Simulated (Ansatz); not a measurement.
Geometry relaxation, with input and output: Pt$_{6}$HS$_{12}$ (part 2 of 3)

Continued. System: Pt$_{6}$HS$_{12}$ (defect cell, 19 atoms in the cell). Method: DFT PBE+D3(BJ), scalar-relativistic, plane waves, PAW, no spin polarisation (Ansatz 0.2.0); cutoff 420 eV, 4×4×3 k-mesh, Gaussian smearing of 0.1 eV. The structure derives from an entry of the Crystallography Open Database. It belongs to a series of runs on one base structure; here: H interstitial, charge +0, atoms relaxed.

Geometry of the input (Å; fractional positions):
```
0.0000  -6.2065  0.0000
5.3750  3.1032  0.0000
0.0000  0.0000  9.3245
Pt 0.6667  0.3333  0.0000
Pt 0.6667  0.3333  0.5000
Pt 0.0000  0.0000  0.0000
Pt 0.0000  0.0000  0.5000
Pt 0.3333  0.6667  0.0000
Pt 0.3333  0.6667  0.5000
S  0.3333  0.3333  0.1294
S  0.3333  0.3333  0.6294
S  0.6667  0.0000  0.1294
S  0.6667  0.0000  0.6294
S  0.0000  0.6667  0.1294
S  0.0000  0.6667  0.6294
S  0.6667  0.6667  0.3706
S  0.6667  0.6667  0.8706
S  0.0000  0.3333  0.3706
S  0.0000  0.3333  0.8706
S  0.3333  1.0000  0.3706
S  0.3333  1.0000  0.8706
H  -0.0187  -0.0087  0.2446
```

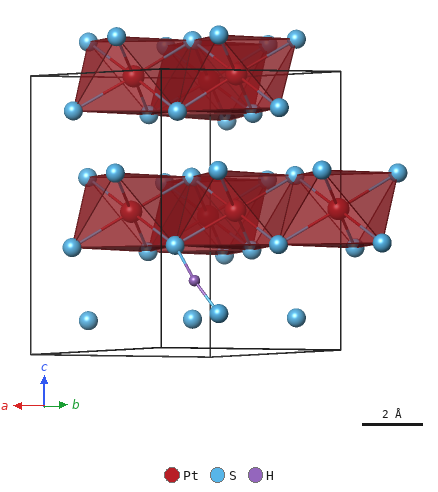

The geometry at step 9 of the log (polyhedral view of the cell of the calculation, seen at an oblique angle; polyhedra are completed across the faces of the cell).

Log, continued:
```
SCF iter   1: F=—  HF=-85991.304279 eV  |F-HF|=—  |Δ(HF+E_count)|=         —  Δρ=6.52e-3  dr2=7.15e-2  ethr=2.23e-4  ⟨swp⟩=4.9  Hψ=7732  notcnv=0  defer=265
preconditioner: auto → Kerker (q_TF=auto, 2.493 Å⁻¹)  [metal: Δε(μ)=0.004 eV  Ē_g=8.911 eV  σ=0.100 eV  W_gap=0.02  n_scr=96 (ndim 8)  ℏωp=24.3 eV  f_vac=0.002  D(μ)=5.50/eV (n_scr^D=34)]
SCF iter   2: F=—  HF=-85991.296814 eV  |F-HF|=—  |Δ(HF+E_count)|=   7.46e-3  Δρ=3.66e-3  dr2=2.38e-2  ethr=3.95e-5  ⟨swp⟩=1.0  Hψ=3303  notcnv=0  defer=264
SCF iter   3: F=—  HF=-85991.292692 eV  |F-HF|=—  |Δ(HF+E_count)|=   4.12e-3  Δρ=3.09e-4  dr2=4.02e-4  ethr=1.32e-5  ⟨swp⟩=2.0  Hψ=4325  notcnv=0  defer=264
SCF iter   4: F=—  HF=-85991.292694 eV  |F-HF|=—  |Δ(HF+E_count)|=   1.78e-6  Δρ=9.63e-5  dr2=1.02e-4  ethr=2.22e-7  ⟨swp⟩=2.3  Hψ=4349  notcnv=0  defer=264
iter 5 did not close the SCF: its close was put off for the readings that it lacked (scf_convergence_deferred on its scf_iter line)
SCF iter   5: F=-85991.292683 eV  HF=-85991.292692 eV  |F-HF|=9.45e-6  |Δ(HF+E_count)|=   1.52e-6  Δρ=3.16e-5  dr2=1.42e-5  ethr=5.62e-8  ⟨swp⟩=2.2  Hψ=4199  notcnv=0  defer=264
SCF iter   6: F=-85991.292691 eV  HF=-85991.292692 eV  |F-HF|=1.49e-6  |Δ(HF+E_count)|=   3.42e-7  Δρ=1.14e-5  dr2=1.97e-6  ethr=7.83e-9  ⟨swp⟩=13.5  Hψ=22169  notcnv=0
SCF 6 converged in 6 iterations: F = -85991.292691 eV  dr2 = 1.97e-6
relax step   6: F+E_penalty+E_count = -85991.29269054 eV  Δ(F+E_penalty+E_count) = -2.408e-1 eV  max|allowed force component| = 5.810e-1 eV/Å  Δτ_max = 0.1950 Å  (6 SCF iters, dr2 threshold 1.00e-4 eV, accepted)
SCF iter   1: F=—  HF=-85991.515268 eV  |F-HF|=—  |Δ(HF+E_count)|=         —  Δρ=7.89e-3  dr2=5.86e-2  ethr=5.46e-4  ⟨swp⟩=4.0  Hψ=6336  notcnv=0  defer=259
preconditioner: auto → Kerker (q_TF=auto, 2.493 Å⁻¹)  [metal: Δε(μ)=0.024 eV  Ē_g=8.950 eV  σ=0.100 eV  W_gap=0.14  n_scr=96 (ndim 8)  ℏωp=24.3 eV  f_vac=0.002  D(μ)=5.37/eV (n_scr^D=22)]
SCF iter   2: F=—  HF=-85991.512097 eV  |F-HF|=—  |Δ(HF+E_count)|=   3.17e-3  Δρ=4.38e-3  dr2=1.98e-2  ethr=3.24e-5  ⟨swp⟩=1.4  Hψ=3335  notcnv=0  defer=258
SCF iter   3: F=—  HF=-85991.510999 eV  |F-HF|=—  |Δ(HF+E_count)|=   1.10e-3  Δρ=3.19e-4  dr2=3.16e-4  ethr=1.10e-5  ⟨swp⟩=2.0  Hψ=4212  notcnv=0  defer=258
iter 4 did not close the SCF: its close was put off for the readings that it lacked (scf_convergence_deferred on its scf_iter line)
SCF iter   4: F=-85991.510997 eV  HF=-85991.511027 eV  |F-HF|=3.08e-5  |Δ(HF+E_count)|=   2.83e-5  Δρ=9.64e-5  dr2=6.82e-5  ethr=1.75e-7  ⟨swp⟩=2.0  Hψ=4283  notcnv=0  defer=258
iter 5 did not close the SCF: its close was put off for the readings that it lacked (scf_convergence_deferred on its scf_iter line)
SCF iter   5: F=-85991.511025 eV  HF=-85991.511033 eV  |F-HF|=8.21e-6  |Δ(HF+E_count)|=   5.36e-6  Δρ=3.05e-5  dr2=1.29e-5  ethr=3.77e-8  ⟨swp⟩=2.3  Hψ=4119  notcnv=0  defer=258
SCF iter   6: F=-85991.511031 eV  HF=-85991.511033 eV  |F-HF|=2.03e-6  |Δ(HF+E_count)|=   1.04e-7  Δρ=1.16e-5  dr2=2.64e-6  ethr=7.13e-9  ⟨swp⟩=13.9  Hψ=22078  notcnv=0
SCF 7 converged in 6 iterations: F = -85991.511031 eV  dr2 = 2.64e-6
  greatest PAW one-centre occupation: 1.000 electrons in one spin orbital (limit 2), on the Pt atom at site 5 (counted from 0), in its partial waves of l = 0
relax step   7: F+E_penalty+E_count = -85991.51103084 eV  Δ(F+E_penalty+E_count) = -2.183e-1 eV  max|allowed force component| = 4.999e-1 eV/Å  Δτ_max = 0.1974 Å  (6 SCF iters, dr2 threshold 6.90e-5 eV, accepted)
SCF iter   1: F=—  HF=-85991.667713 eV  |F-HF|=—  |Δ(HF+E_count)|=         —  Δρ=6.41e-3  dr2=4.50e-2  ethr=2.56e-4  ⟨swp⟩=4.0  Hψ=6605  notcnv=0  defer=267
preconditioner: auto → Kerker (q_TF=auto, 2.493 Å⁻¹)  [metal: Δε(μ)=0.020 eV  Ē_g=8.971 eV  σ=0.100 eV  W_gap=0.11  n_scr=96 (ndim 8)  ℏωp=24.3 eV  f_vac=0.003  D(μ)=5.25/eV (n_scr^D=22)]
SCF iter   2: F=—  HF=-85991.665269 eV  |F-HF|=—  |Δ(HF+E_count)|=   2.44e-3  Δρ=3.58e-3  dr2=1.52e-2  ethr=2.49e-5  ⟨swp⟩=2.0  Hψ=3469  notcnv=0  defer=267
SCF iter   3: F=—  HF=-85991.664059 eV  |F-HF|=—  |Δ(HF+E_count)|=   1.21e-3  Δρ=2.60e-4  dr2=2.02e-4  ethr=8.37e-6  ⟨swp⟩=2.1  Hψ=4174  notcnv=0  defer=267
iter 4 did not close the SCF: its close was put off for the readings that it lacked (scf_convergence_deferred on its scf_iter line)
SCF iter   4: F=-85991.664071 eV  HF=-85991.664081 eV  |F-HF|=9.91e-6  |Δ(HF+E_count)|=   2.19e-5  Δρ=7.80e-5  dr2=3.29e-5  ethr=1.12e-7  ⟨swp⟩=2.2  Hψ=4345  notcnv=0  defer=267
iter 5 did not close the SCF: its close was put off for the readings that it lacked (scf_convergence_deferred on its scf_iter line)
SCF iter   5: F=-85991.664084 eV  HF=-85991.664087 eV  |F-HF|=2.59e-6  |Δ(HF+E_count)|=   5.16e-6  Δρ=1.98e-5  dr2=4.72e-6  ethr=1.82e-8  ⟨swp⟩=2.0  Hψ=4247  notcnv=0  defer=267
SCF iter   6: F=-85991.664086 eV  HF=-85991.664087 eV  |F-HF|=4.33e-7  |Δ(HF+E_count)|=   1.77e-7  Δρ=7.09e-6  dr2=6.94e-7  ethr=2.61e-9  ⟨swp⟩=13.9  Hψ=21746  notcnv=0
SCF 8 converged in 6 iterations: F = -85991.664086 eV  dr2 = 6.94e-7
  greatest PAW one-centre occupation: 1.000 electrons in one spin orbital (limit 2), on the Pt atom at site 4 (counted from 0), in its partial waves of l = 0
relax step   8: F+E_penalty+E_count = -85991.66408628 eV  Δ(F+E_penalty+E_count) = -1.531e-1 eV  max|allowed force component| = 3.753e-1 eV/Å  Δτ_max = 0.1938 Å  (6 SCF iters, dr2 threshold 5.11e-5 eV, accepted)
SCF iter   1: F=—  HF=-85991.773653 eV  |F-HF|=—  |Δ(HF+E_count)|=         —  Δρ=7.72e-3  dr2=5.93e-2  ethr=2.68e-4  ⟨swp⟩=4.0  Hψ=7625  notcnv=0  defer=267
preconditioner: auto → Kerker (q_TF=auto, 2.493 Å⁻¹)  [metal: Δε(μ)=0.005 eV  Ē_g=8.974 eV  σ=0.100 eV  W_gap=0.03  n_scr=96 (ndim 8)  ℏωp=24.3 eV  f_vac=0.003  D(μ)=5.08/eV (n_scr^D=22)]
SCF iter   2: F=—  HF=-85991.770423 eV  |F-HF|=—  |Δ(HF+E_count)|=   3.23e-3  Δρ=4.28e-3  dr2=2.03e-2  ethr=3.28e-5  ⟨swp⟩=1.4  Hψ=3315  notcnv=0  defer=264
SCF iter   3: F=—  HF=-85991.768854 eV  |F-HF|=—  |Δ(HF+E_count)|=   1.57e-3  Δρ=3.09e-4  dr2=3.25e-4  ethr=1.12e-5  ⟨swp⟩=2.1  Hψ=4219  notcnv=0  defer=264
iter 4 did not close the SCF: its close was put off for the readings that it lacked (scf_convergence_deferred on its scf_iter line)
SCF iter   4: F=-85991.768843 eV  HF=-85991.768875 eV  |F-HF|=3.22e-5  |Δ(HF+E_count)|=   2.09e-5  Δρ=7.92e-5  dr2=5.74e-5  ethr=1.79e-7  ⟨swp⟩=2.2  Hψ=4326  notcnv=0  defer=264
iter 5 did not close the SCF: its close was put off for the readings that it lacked (scf_convergence_deferred on its scf_iter line)
SCF iter   5: F=-85991.768870 eV  HF=-85991.768876 eV  |F-HF|=6.50e-6  |Δ(HF+E_count)|=   1.23e-6  Δρ=2.56e-5  dr2=9.40e-6  ethr=3.17e-8  ⟨swp⟩=2.1  Hψ=4030  notcnv=0  defer=264
SCF iter   6: F=-85991.768875 eV  HF=-85991.768876 eV  |F-HF|=9.78e-7  |Δ(HF+E_count)|=   2.63e-7  Δρ=9.30e-6  dr2=1.36e-6  ethr=5.19e-9  ⟨swp⟩=13.9  Hψ=22063  notcnv=0
SCF 9 converged in 6 iterations: F = -85991.768875 eV  dr2 = 1.36e-6
relax step   9: F+E_penalty+E_count = -85991.76887485 eV  Δ(F+E_penalty+E_count) = -1.048e-1 eV  max|allowed force component| = 2.611e-1 eV/Å  Δτ_max = 0.2000 Å  (6 SCF iters, dr2 threshold 7.94e-5 eV, accepted)
SCF iter   1: F=—  HF=-85991.808573 eV  |F-HF|=—  |Δ(HF+E_count)|=         —  Δρ=5.59e-3  dr2=3.90e-2  ethr=1.92e-4  ⟨swp⟩=3.7  Hψ=5936  notcnv=0  defer=265
preconditioner: auto → Kerker (q_TF=auto, 2.493 Å⁻¹)  [metal: Δε(μ)=0.017 eV  Ē_g=8.984 eV  σ=0.100 eV  W_gap=0.10  n_scr=96 (ndim 8)  ℏωp=24.3 eV  f_vac=0.003  D(μ)=5.01/eV (n_scr^D=22)]
SCF iter   2: F=—  HF=-85991.805539 eV  |F-HF|=—  |Δ(HF+E_count)|=   3.03e-3  Δρ=3.11e-3  dr2=1.30e-2  ethr=2.15e-5  ⟨swp⟩=1.2  Hψ=3307  notcnv=0  defer=265
SCF iter   3: F=—  HF=-85991.804817 eV  |F-HF|=—  |Δ(HF+E_count)|=   7.22e-4  Δρ=2.53e-4  dr2=2.32e-4  ethr=7.18e-6  ⟨swp⟩=2.0  Hψ=4257  notcnv=0  defer=265
SCF iter   4: F=—  HF=-85991.804810 eV  |F-HF|=—  |Δ(HF+E_count)|=   7.56e-6  Δρ=7.56e-5  dr2=5.16e-5  ethr=1.28e-7  ⟨swp⟩=2.3  Hψ=4437  notcnv=0  defer=265
iter 5 did not close the SCF: its close was put off for the readings that it lacked (scf_convergence_deferred on its scf_iter line)
SCF iter   5: F=-85991.804804 eV  HF=-85991.804810 eV  |F-HF|=5.83e-6  |Δ(HF+E_count)|=   4.88e-7  Δρ=2.66e-5  dr2=9.45e-6  ethr=2.85e-8  ⟨swp⟩=2.4  Hψ=3905  notcnv=0  defer=265
SCF iter   6: F=-85991.804809 eV  HF=-85991.804810 eV  |F-HF|=9.86e-7  |Δ(HF+E_count)|=   1.52e-7  Δρ=9.11e-6  dr2=1.39e-6  ethr=5.22e-9  ⟨swp⟩=14.5  Hψ=22491  notcnv=0
SCF 10 converged in 6 iterations: F = -85991.804809 eV  dr2 = 1.39e-6
relax step  10: F+E_penalty+E_count = -85991.80480916 eV  Δ(F+E_penalty+E_count) = -3.593e-2 eV  max|allowed force component| = 1.811e-2 eV/Å  Δτ_max = 0.1525 Å  (6 SCF iters, dr2 threshold 3.30e-5 eV, accepted)
iter 1 solved again at ethr=7.68e-10 eV; its pass at ethr=3.10e-3 eV (dr2=1.39e-6 eV) is discarded
SCF iter   1: F=—  HF=-85991.804606 eV  |F-HF|=—  |Δ(HF+E_count)|=         —  Δρ=9.18e-6  dr2=1.39e-6  ethr=7.68e-10  ⟨swp⟩=1.0  Hψ=6812  notcnv=0
preconditioner: auto → Kerker (q_TF=auto, 2.493 Å⁻¹)  [metal: Δε(μ)=0.012 eV  Ē_g=8.979 eV  σ=0.100 eV  W_gap=0.07  n_scr=96 (ndim 8)  ℏωp=24.3 eV  f_vac=0.003  D(μ)=5.04/eV (n_scr^D=22)]
SCF iter   2: F=—  HF=-85991.804810 eV  |F-HF|=—  |Δ(HF+E_count)|=   2.04e-4  Δρ=6.68e-6  dr2=9.32e-7  ethr=7.68e-10  ⟨swp⟩=1.0  Hψ=2595  notcnv=0
iter 3 did not close the SCF: its close was put off for the readings that it lacked (scf_convergence_deferred on its scf_iter line)
SCF iter   3: F=-85991.804810 eV  HF=-85991.804810 eV  |F-HF|=6.31e-8  |Δ(HF+E_count)|=   2.66e-8  Δρ=2.75e-6  dr2=7.90e-8  ethr=5.15e-10  ⟨swp⟩=2.0  Hψ=4017  notcnv=0
iter 4 did not close the SCF: its close was put off for the readings that it lacked (scf_convergence_deferred on its scf_iter line)
SCF iter   4: F=-85991.804810 eV  HF=-85991.804810 eV  |F-HF|=9.33e-9  |Δ(HF+E_count)|=   9.17e-9  Δρ=1.50e-6  dr2=1.58e-8  ethr=4.36e-11  ⟨swp⟩=1.5  Hψ=2672  notcnv=0
iter 5 did not close the SCF: its close was put off for the readings that it lacked (scf_convergence_deferred on its scf_iter line)
SCF iter   5: F=-85991.804810 eV  HF=-85991.804810 eV  |F-HF|=3.64e-10  |Δ(HF+E_count)|=  8.59e-10  Δρ=3.45e-7  dr2=9.47e-10  ethr=8.74e-12  ⟨swp⟩=2.0  Hψ=4022  notcnv=0
SCF iter   6: F=-85991.804810 eV  HF=-85991.804810 eV  |F-HF|=1.02e-10  |Δ(HF+E_count)|=  1.89e-10  Δρ=1.20e-7  dr2=1.29e-10  ethr=1.00e-12  ⟨swp⟩=5.3  Hψ=13998  notcnv=0
SCF 11 converged in 6 iterations: F = -85991.804810 eV  dr2 = 1.29e-10
relax step  11: F+E_penalty+E_count = -85991.80481014 eV  Δ(F+E_penalty+E_count) = -9.733e-7 eV  max|allowed force component| = 1.810e-2 eV/Å  Δτ_max = 0.0000 Å  (6 SCF iters, accepted)
SCF converged after 6 iterations
Free energy (F): -85991.804810 eV
Harris-Foulkes:  -85991.804810 eV  (|F-HF|=1.02e-10)
Internal energy: -85991.779626 eV  (E = F + TS)
E sigma→0 (E₀):  -85991.792218 eV
Entropy (-TS):   -0.025184 eV (-1.325 meV/atom)
Fermi energy:    12.625580 eV
--- Per-component energies (eV) ---
  E_band       = -1699.272095
  E_kinetic    = 5125.893083
  E_local      = -16658.888931  (includes V_loc(G=0)·N_el)
  E_nonlocal   = 1536.278883
  E_hartree    = 6485.300645
  E_xc         = -2749.464536
  E_vxc        = -2884.719169  (∫ρ·V_xc dr)
  E_paw        = -63925.038698  (= ΣΔE_a)
  E_vpaw       = -1788.437353  (= ΣTr[D̂ρ^β])
  E_aug_tail   = 0.000100  (compensation charges beyond the density's cutoff)
  E_ewald      = -15797.562181
  E_disp       = -8.297992  (pairwise vdW)
  E_smearing   = -0.025184  (= −TS)
  E_closure    = -0.000000  (closes the sum)
  Σ components = -85991.804810   (vs F -85991.804810, Δ=0.00e0)
--- Forces (eV/Å), atoms counted from 1 ---
  atom   1  Pt     0.00274704     0.00454301    -0.01809944
  atom   2  Pt    -0.00774468    -0.00592255     0.01600137
  atom   3  Pt     0.00412823     0.00367617    -0.01167763
  atom   4  Pt    -0.00634133     0.00165019     0.01291047
  atom   5  Pt     0.00964458    -0.00050339    -0.01575401
  atom   6  Pt    -0.00157844    -0.00700621     0.01744096
  atom   7  S      0.00143301     0.00079358    -0.00459308
  atom   8  S      0.00212097    -0.00412125    -0.00041535
  atom   9  S      0.00686569     0.00468253    -0.01084912
  atom  10  S     -0.00105367    -0.00617130     0.00973553
  atom  11  S     -0.00236915    -0.00212810    -0.00475200
  atom  12  S     -0.00321274     0.00118746     0.00021905
  atom  13  S     -0.00055403    -0.00195491     0.00272943
  atom  14  S     -0.00609493    -0.00170792    -0.00338401
  atom  15  S      0.00302521     0.00195438     0.00676400
  atom  16  S     -0.00306675    -0.00062169     0.00250355
  atom  17  S      0.01036368     0.00247883    -0.00032626
  atom  18  S      0.00098474    -0.00226468     0.00020820
  atom  19  H     -0.00929779     0.01143526     0.00133723
  max |Σ_I F_I| component: 1.11e-6 eV/Å
--- Band table (eV; the first three rows and the last of 26) ---
  k-point 0: bands = ["-87.3403", "-87.3396", "-87.3394", "-87.3394", "-87.0161", "-87.0100", "-41.6031", "-41.6029", "-41.5978", "-41.5975", "-41.5738", "-41.5729", "-41.5678", "-41.5669", "-41.4710", "-41.4708", "-41.4690", "-41.4688", "-41.3236", "-41.3189", "-41.2757", "-41.2700", "-41.1191", "-41.1118", "-3.6046", "-2.6746", "-2.1074", "-1.3866", "-1.3392", "-1.2395", "-1.2331", "-1.1494", "-1.1035", "-1.0968", "-1.0646", "-0.0393", "3.9701", "5.0846", "5.1170", "5.2697", "5.4610", "5.4910", "5.5342", "5.5370", "5.5781", "5.5891", "5.5939", "5.8441", "5.8529", "5.9307", "5.9708", "6.0771", "6.1165", "6.8587", "6.9311", "7.3953", "7.5066", "7.5400", "7.6124", "7.7184", "7.8593", "7.8821", "7.9168", "7.9443", "8.2966", "8.3087", "8.3514", "8.3732", "8.5292", "8.6852", "8.7058", "8.8350", "8.8826", "9.6540", "9.7114", "9.7292", "9.9701", "9.9892", "10.0147", "10.0949", "10.2545", "10.3424", "10.5074", "10.5652", "10.6069", "10.7490", "10.8373", "10.8698", "10.9993", "12.3130", "12.4694", "12.5735", "12.7200", "12.7986", "13.3648", "13.6963", "14.3805", "14.5064", "14.5425", "14.5605", "14.7484", "14.7977", "16.0031", "16.1317", "16.7593", "17.4097", "17.6645", "18.3936", "19.0688", "19.1796"]
  k-point 1: bands = ["-87.3403", "-87.3396", "-87.3394", "-87.3394", "-87.0161", "-87.0100", "-41.6031", "-41.6029", "-41.5978", "-41.5975", "-41.5738", "-41.5729", "-41.5678", "-41.5669", "-41.4710", "-41.4708", "-41.4689", "-41.4688", "-41.3236", "-41.3189", "-41.2757", "-41.2700", "-41.1191", "-41.1118", "-3.4661", "-3.0738", "-1.7792", "-1.3734", "-1.2868", "-1.2375", "-1.1454", "-1.1074", "-1.1071", "-1.0783", "-1.0673", "-0.4017", "4.1926", "5.2331", "5.3664", "5.4036", "5.4730", "5.5179", "5.5218", "5.5644", "5.5852", "5.6346", "5.6623", "5.6634", "5.7045", "5.8061", "5.8601", "5.8814", "5.9218", "6.2534", "7.0484", "7.4616", "7.6007", "7.6213", "7.6647", "7.7882", "7.8459", "7.8758", "8.1304", "8.2522", "8.3199", "8.3270", "8.3323", "8.3572", "8.5124", "8.6616", "8.7522", "8.8718", "9.1246", "9.3004", "9.4472", "9.8633", "9.9817", "10.0816", "10.1053", "10.1978", "10.2529", "10.3768", "10.3916", "10.4048", "10.4219", "10.5713", "10.7162", "10.7469", "11.1631", "12.0000", "12.7792", "13.0728", "13.1798", "13.2406", "13.6539", "13.8312", "13.9435", "14.0451", "14.0977", "14.1342", "14.4076", "14.4955", "16.2688", "16.6750", "17.1672", "17.3149", "17.9199", "18.1494", "18.4945", "18.8879"]
  k-point 2: bands = ["-87.3403", "-87.3396", "-87.3394", "-87.3394", "-87.0161", "-87.0100", "-41.6031", "-41.6029", "-41.5977", "-41.5975", "-41.5731", "-41.5721", "-41.5686", "-41.5677", "-41.4708", "-41.4705", "-41.4692", "-41.4690", "-41.3236", "-41.3189", "-41.2758", "-41.2701", "-41.1191", "-41.1118", "-3.3640", "-2.4470", "-2.1352", "-1.6848", "-1.4663", "-1.4166", "-1.3449", "-1.2431", "-1.1618", "-1.0108", "-0.9163", "-0.2169", "3.9589", "4.8576", "4.9321", "5.1565", "5.3069", "5.3510", "5.4520", "5.6468", "5.6630", "5.6791", "5.7670", "6.0130", "6.0861", "6.1612", "6.5629", "6.7699", "6.7827", "6.8470", "6.9810", "7.0620", "7.1218", "7.2037", "7.3820", "7.7028", "7.8243", "7.9278", "7.9627", "8.0410", "8.0686", "8.0912", "8.6698", "8.7907", "8.8910", "8.9222", "9.0758", "9.0969", "9.1407", "9.2372", "9.3281", "9.3822", "9.5046", "9.5989", "9.6975", "9.8558", "10.0137", "10.1355", "10.3198", "10.4971", "10.6320", "10.6604", "10.7836", "11.3979", "11.7720", "11.9272", "12.7889", "12.9357", "13.2942", "13.3272", "13.5857", "13.6454", "13.7219", "13.8850", "13.9464", "14.1118", "14.2407", "14.4886", "16.3516", "17.0755", "17.2457", "17.7684", "18.1480", "18.2437", "18.2987", "18.3051"]
```
